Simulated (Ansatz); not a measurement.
## Electronic structure of SiC in real space

Input file:

```
crystal:
  lattice:
    - [0.0, -2.1898271435, -2.1898271435]
    - [0.0, 2.1898271435, -2.1898271435]
    - [4.3796542871, 0.0, 0.0]
  atoms:
    - { symbol: Si, position: [0.5, 0.5, 0.5] }
    - { symbol: Si, position: [0.0, 0.0, 0.0] }
    - { symbol: C, position: [1.0, 0.5, 0.2344736604] }
    - { symbol: C, position: [0.5, 0.0, 0.7655263396] }
basis:
  ecutwfc: 520.0
kpoints:
  mp_grid: { grid: [10, 10, 6] }
hamiltonian:
  xc: pbe
  pseudopotentials: { kind: paw, azcp: { folder: soft_1 } }
scf:
  occupations: { method: gaussian, width: 0.05 }
output:
  forces: true
  stress: true
  eigenvalues: true
  write_density: true
  write_potential: true
  elf: true
  volumetric_format: npy
```

Command:

```sh
ansatz run input.yaml --threads 1 --pin off --max-ram 2048MiB --backend cpu --events-out ev --progress --plain --runs-dir out
```

Below, planes, directions and counts refer to the conventional cell (a = 3.10 Å, b = 3.10 Å, c = 4.38 Å, α = 90.00°, β = 90.00°, γ = 90.00°).

Space group P-4m2; not relaxed (largest force 1.9 eV/Å); PAW files of the earlier set (soft_1).

These are results of DFT PBE, scalar-relativistic, plane waves, PAW (Ansatz 0.2.0), not measurements.

Core electrons are frozen (PAW), and the valence fields are smoothed inside the atomic spheres.

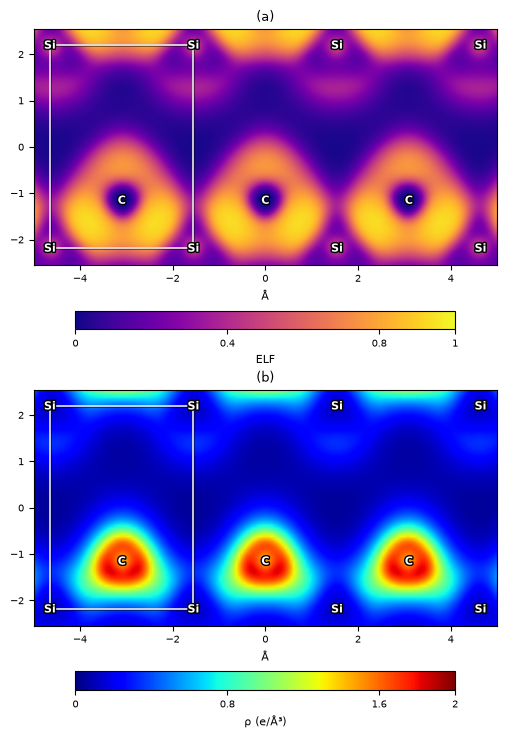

Figure 1. (a) ELF; (b) valence charge density (pseudo) on the (100) plane of the conventional cell.

**Describe what can be read from this map.**

Atoms in the plane: Si and C.
Si–C (1.86 Å): the density is about 0.93 e/Å³ at the midpoint; the ELF peaks at about 0.95 between the atoms, as expected for a shared electron pair.
Between the atoms the lowest density in this plane is 0.05 e/Å³.

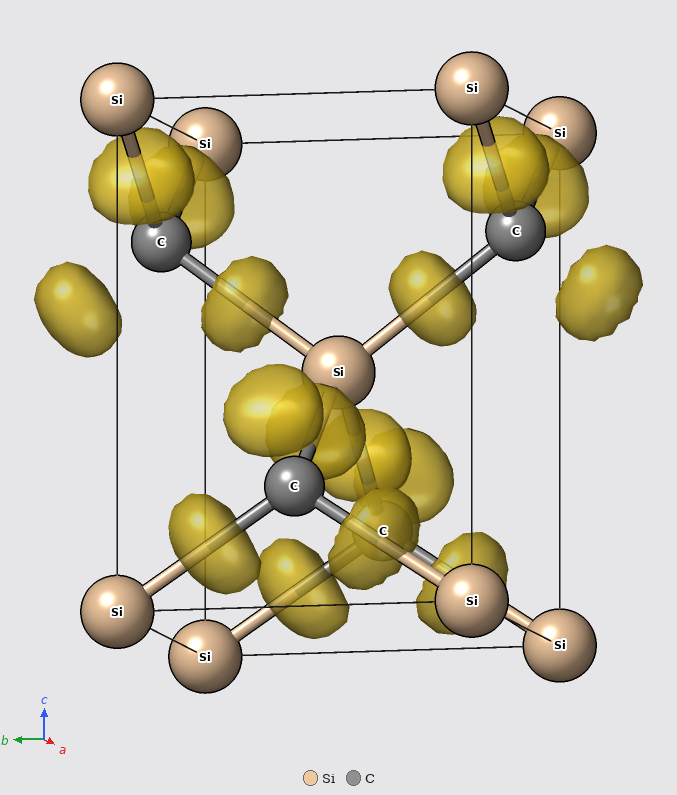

Figure 2. Isosurface of the electron localisation function at 0.85 (yellow), seen at an oblique angle. Core shells and regions of very low density are left out. Sticks mark near contacts.

**Where are the electrons localised?**

The surface consists of eight regions between bonded C–Si atoms (shared pairs), counted in one cell of 4 atoms. Regions shared between cells count once.


 Si–C (1.94 Å): the ELF peaks at about 0.95 between the atoms: a covalent bond.

**Does the calculation make it a metal, or give it a gap?**

It is gapped, with a Kohn–Sham gap of 1.3 eV on the k-point mesh, an upper bound to the gap of this method.
